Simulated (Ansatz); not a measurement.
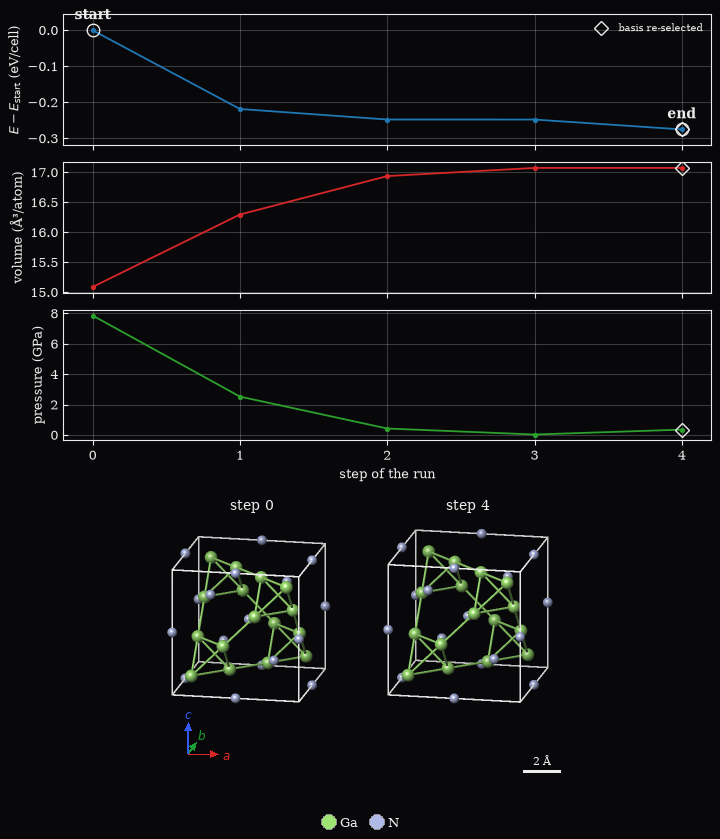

First and last geometry of a relaxation of crystalline Ga$_{2}$N (a generated structure, set up in Fd-3m) (coarse preliminary run), with the history of the run. The picture is a ball-and-stick view of the conventional cell (4 times the calculation's cell), seen slightly off an axis. Lengths and directions refer to the drawn axes.

All numbers below come from Ansatz 0.2.0, DFT PBE, scalar-relativistic, plane waves, PAW.

Input
```yaml
crystal:
  lattice:
    - [0.0, 3.56388493, 3.56388493]
    - [3.56388493, 0.0, 3.56388493]
    - [3.56388493, 3.56388493, 0.0]
  atoms:
    - { symbol: Ga, position: [0.125, 0.125, 0.125] }
    - { symbol: Ga, position: [0.625, 0.125, 0.125] }
    - { symbol: Ga, position: [0.125, 0.125, 0.625] }
    - { symbol: Ga, position: [0.125, 0.625, 0.125] }
    - { symbol: "N", position: [0.5, 0.5, 0.5], spin: 1.0 }
    - { symbol: "N", position: [0.75, 0.75, 0.75], spin: 1.0 }
basis:
  ecutwfc: 420
kpoints:
  mp_grid: { grid: [4, 4, 4] }
hamiltonian:
  xc: pbe
scf:
  occupations: { method: gaussian, width: 0.1 }
  lower_state_search: "off"
output:
  forces: true
  stress: true
  eigenvalues: true
  populations: true
magnetization:
  spin_polarized: true
relax:
  adjacent_minimum: "off"
  f_tol: 0.04
  max_steps: 70
  cell: { stress_tol: 0.4 }
```

Launched with:
```bash
ansatz run input.yaml --threads 1 --pin off --max-ram 2560MiB --backend cpu --events-out ev --progress --plain --runs-dir out
```

**Read the history and describe the run.**

It converged. The atoms keep their places relative to the cell (all moves are under 0.005 Å). Cell: a = b = c 7.128 → 7.428 Å (+4.2 %). Volume +13.2 %. Among the contacts that change: Ga1–Ga2 2.520 → 2.626 Å. The space group stays Fd-3m (No. 227). Over 3 accepted moves (4 points after the start) the energy falls by 0.275 eV per cell of the calculation. All forces vanish by symmetry, so only the cell relaxes. The pressure goes from 7.86 to 0.35 GPa. The SCF was repeated once at an unchanged geometry on a basis and grid sized afresh for the cell, which shifted the energy by 27.4 meV per cell of the calculation at most. The run took 25 s on 1 thread of Arm Neoverse V1, with other jobs on the host, peak memory 0.38 GiB.

```tsv
step	E − E(0), meV/atom	pressure, GPa	volume, Å³/atom	note
0	0.00	7.86	15.089	
1	-36.40	2.53	16.297	
2	-41.27	0.43	16.938	
3	-41.27	0.03	17.074	
4	-45.85	0.35	17.074	same geometry, new basis
```
